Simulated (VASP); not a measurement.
# CoO: geometry relaxation (part 5 of 5)

CoO (Fm-3m, 4 atoms in the cell); Kohn-Sham DFT of a periodic cell, r2SCAN, VASP PAW PBE potentials, recommended, spin-polarised (VASP 6.6.1); cutoff 520 eV, 10×10×8 k-mesh, Gaussian smearing of 0.02 eV, collinear spins. The structure derives from an entry of the Crystallography Open Database.

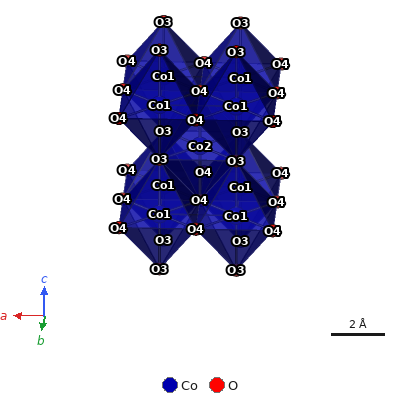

The geometry at step 14 of the log (polyhedral view of the cell of the calculation, seen at an oblique angle; polyhedra are completed across the faces of the cell; atoms are numbered from 1 in the order of the input).

Trajectory as extended XYZ, continued:
```
4
Lattice="-0.0000 2.0734 -2.0734 -0.0000 2.0734 2.0734 4.4502 -0.0000 0.0000" Properties=species:S:1:pos:R:3:forces:R:3 step=10 energy=-42.31003
Co    0.0000    0.0000    0.0000    0.0000   0.0000   0.0000
Co    2.2251    2.0734    0.0000    0.0000   0.0000   0.0000
O     2.2251    2.0734   -2.0734    0.0000   0.0000   0.0000
O     0.0000    2.0734    0.0000    0.0000   0.0000   0.0000
4
Lattice="-0.0000 2.0693 -2.0693 -0.0000 2.0693 2.0693 4.4483 -0.0000 0.0000" Properties=species:S:1:pos:R:3:forces:R:3 step=11 energy=-42.31061
Co    0.0000    0.0000    0.0000    0.0000   0.0000   0.0000
Co    2.2242    2.0693    0.0000    0.0000   0.0000   0.0000
O     2.2242    0.0000    0.0000    0.0000   0.0000   0.0000
O     0.0000    2.0693    0.0000    0.0000   0.0000   0.0000
4
Lattice="-0.0000 2.0689 -2.0689 -0.0000 2.0689 2.0689 4.4481 -0.0000 0.0000" Properties=species:S:1:pos:R:3:forces:R:3 step=12 energy=-42.31061
Co    0.0000    0.0000    0.0000    0.0000   0.0000   0.0000
Co    2.2241    2.0689    0.0000    0.0000   0.0000   0.0000
O     2.2241    0.0000    0.0000    0.0000   0.0000   0.0000
O     0.0000    2.0689    0.0000    0.0000   0.0000   0.0000
4
Lattice="0.0000 2.0678 -2.0678 -0.0000 2.0678 2.0678 4.4592 -0.0000 0.0000" Properties=species:S:1:pos:R:3:forces:R:3 step=13 energy=-42.31099
Co    0.0000    0.0000    0.0000    0.0000   0.0000   0.0000
Co    2.2296    2.0678    0.0000    0.0000   0.0000   0.0000
O     2.2296    2.0678   -2.0678    0.0000   0.0000   0.0000
O     0.0000    2.0678    0.0000    0.0000   0.0000   0.0000
4
Lattice="0.0000 2.0668 -2.0668 -0.0000 2.0668 2.0668 4.4693 -0.0000 0.0000" Properties=species:S:1:pos:R:3:forces:R:3 step=14 energy=-42.31107
Co    0.0000    2.0668   -2.0668    0.0000   0.0000   0.0000
Co    2.2346    2.0668    0.0000    0.0000   0.0000   0.0000
O     2.2346    0.0000    0.0000    0.0000   0.0000   0.0000
O     4.4693    2.0668    0.0000    0.0000   0.0000   0.0000
4
Lattice="0.0000 2.0667 -2.0667 -0.0000 2.0667 2.0667 4.4697 -0.0000 0.0000" Properties=species:S:1:pos:R:3:forces:R:3 step=15 energy=-42.31107
Co    0.0000    0.0000    0.0000    0.0000   0.0000   0.0000
Co    2.2349    2.0667    0.0000    0.0000   0.0000   0.0000
O     2.2349    2.0667   -2.0667    0.0000   0.0000   0.0000
O     0.0000    2.0667    0.0000    0.0000   0.0000   0.0000
4
Lattice="0.0000 2.0660 -2.0660 -0.0000 2.0660 2.0660 4.4697 -0.0000 0.0000" Properties=species:S:1:pos:R:3:forces:R:3 step=16 energy=-42.31105
Co    0.0000    0.0000    0.0000    0.0000   0.0000   0.0000
Co    2.2348    2.0660    0.0000    0.0000   0.0000   0.0000
O     2.2348    0.0000    0.0000    0.0000   0.0000   0.0000
O     0.0000    2.0660    0.0000    0.0000   0.0000   0.0000
4
Lattice="0.0000 2.0663 -2.0663 -0.0000 2.0663 2.0663 4.4697 -0.0000 0.0000" Properties=species:S:1:pos:R:3:forces:R:3 step=17 energy=-42.31106
Co    0.0000    0.0000    0.0000    0.0000   0.0000   0.0000
Co    2.2348    2.0663    0.0000    0.0000   0.0000   0.0000
O     2.2348    2.0663   -2.0663    0.0000   0.0000   0.0000
O     0.0000    2.0663    0.0000    0.0000   0.0000   0.0000
```

The run was set up as follows.

INCAR:
```
  PREC = Accurate
  ENCUT = 520
  EDIFF = 1E-7
  ISMEAR = 0
  SIGMA = 0.02
  LREAL = False
  LASPH = True
  NELM = 150
  ALGO = Normal
  ISIF = 3
  LWAVE = False
  LCHARG = False
  ISPIN = 2
  MAGMOM = 3 -3 0 0
  LORBIT = 11
  LMAXMIX = 4
  METAGGA = R2SCAN
  LMIXTAU = True
  IBRION = 2
  NSW = 80
  EDIFFG = -0.002
```

KPOINTS:
```
Automatic mesh
0
Gamma
  10 10 8
```

POSCAR:
```
CoO
1.0
    0.0000000000      2.1315000000     -2.1315000000
    0.0000000000      2.1315000000      2.1315000000
    4.2630000000      0.0000000000      0.0000000000
Co O
2 2
Direct
    0.0000000000      0.0000000000      0.0000000000
    0.5000000000      0.5000000000      0.5000000000
    0.0000000000      1.0000000000      0.5000000000
    0.5000000000      1.5000000000      1.0000000000
```

Command:
```bash
cat potpaw_PBE.64/Co/POTCAR potpaw_PBE.64/O/POTCAR > POTCAR
mpirun -np 1 vasp_std > vasp.out
```

Results in brief:

- outcome: converged
- space group (tolerance 0.01 Å): Fm-3m (225) → I4/mmm (139)
- electrons treated: 30
- free energy: −42.3111 eV
- Fermi energy: 7.914 eV
- gap on the k-point mesh: none (metallic)
- net moment of the cell: 0.00 μB
- pressure: 0.00 GPa
- final volume: 38.17 Å³
- largest force (length of the vector) at the end: under 0.001 eV/Å
- final cell: a = 2.922 Å, b = 2.922 Å, c = 4.470 Å, α = 90.00°, β = 90.00°, γ = 90.00°
- hardware: 1 thread of Intel Xeon (Granite Rapids), 64 GiB of memory available, shared host
- wall time: 52 min
- peak memory: 0.3 GiB
